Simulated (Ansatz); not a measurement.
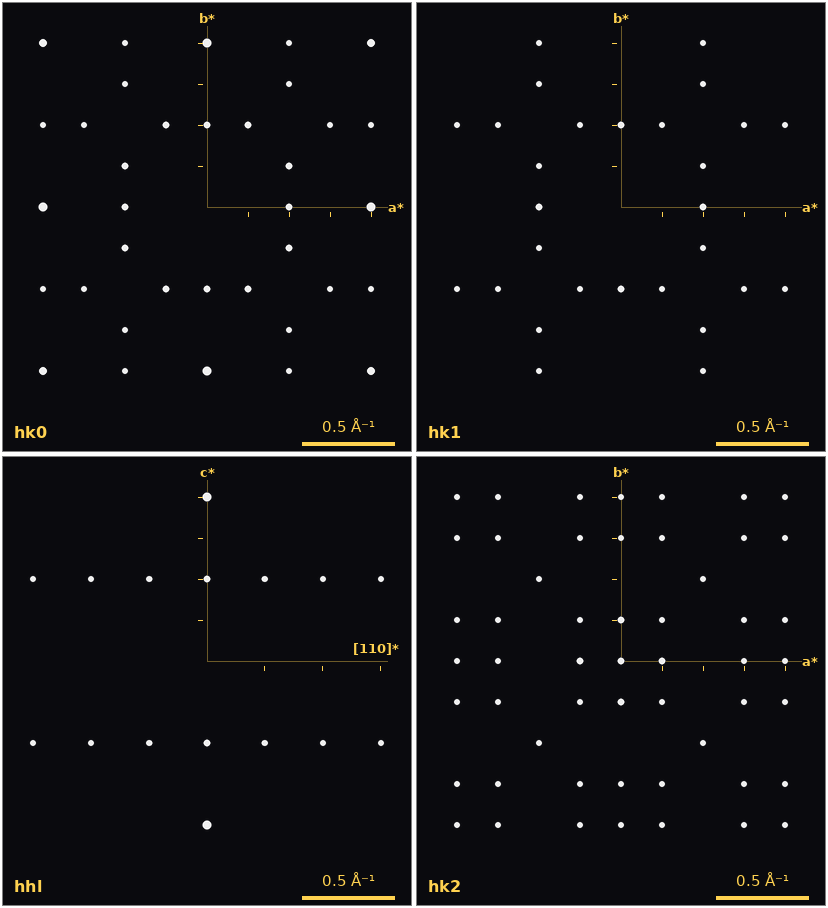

Four undistorted layers of reciprocal space, calculated for a single crystal (neutrons, kinematic |F|², B = 0.5 Å²). Tick marks count the reciprocal lattice steps of the conventional cell along each axis.

The compound is Ni. Structure: the geometry relaxed with DFT, PBE, plane waves (420 eV) with PAW, scalar-relativistic in Ansatz; the starting structure was generated, so it need not be a known form of this composition.

What cell do the layers give?

Answer. a* = 0.224, b* = 0.224, c* = 0.224 Å⁻¹; the cell is cubic with a = 4.46 Å.

List the systematic absences.

Answer. Reflections are present only under these conditions. hkl: no condition; hk0: no condition; hhl: l = 2n; h00: h = 2n. The lattice is primitive (P). Further gaps, such as 0 4 1, 4 0 1, 1 4 0, come from atoms on special positions, not from the group's general conditions. A few very weak reflections are below the display threshold.

Which space groups fit?

Answer. The intensities have Laue symmetry m-3m (the hk0 layer shows 4mm, hk1 shows 4mm). With these conditions the candidates are P-43n (No. 218), Pm-3n (No. 223). Diffraction geometry alone does not choose among them; the structure has Pm-3n.
